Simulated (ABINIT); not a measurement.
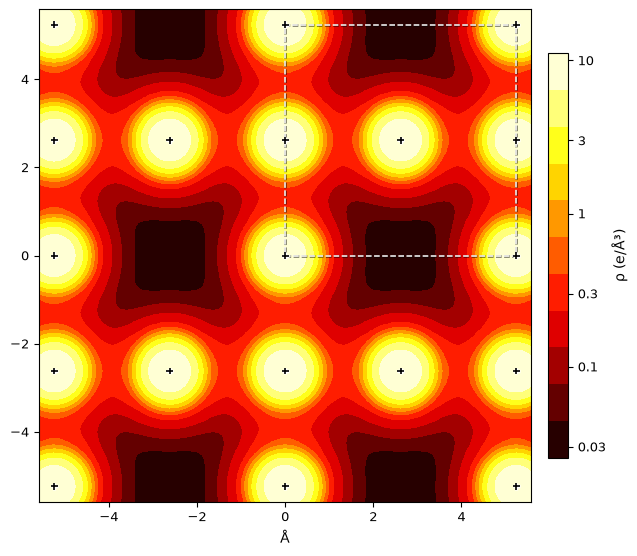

The valence pseudo-density on a plane through atoms (crosses mark nuclei in the plane).

The calculation used Kohn-Sham DFT of a periodic cell, PBE, JTH PAW PBE v2.0 (ABINIT).

Candidates:
A. TaN, a = 2.73 Å, b = 2.73 Å, c = 2.73 Å, α = 90.00°, β = 90.00°, γ = 90.00°. Space group Pm-3m; a generated structure, not necessarily the stable one; built by placing these elements on a known structure type; computed pressure about 6 GPa in this cell.
B. SnO, a = 3.13 Å, b = 3.13 Å, c = 3.13 Å, α = 90.00°, β = 90.00°, γ = 90.00°. Space group P1; a generated structure, not necessarily the stable one; not relaxed (largest force 0.3 eV/Å).
C. Ge, a = 5.24 Å, b = 5.24 Å, c = 5.24 Å, α = 90.00°, β = 90.00°, γ = 90.00°. Space group Im-3m; a generated structure, not necessarily the stable one.

Q: Which system is this?

A: Candidate C: Ge on the (100) plane of the conventional cell, which holds Ge. Ge–Ge (2.62 Å): ρ is about 0.35 e/Å³ halfway.
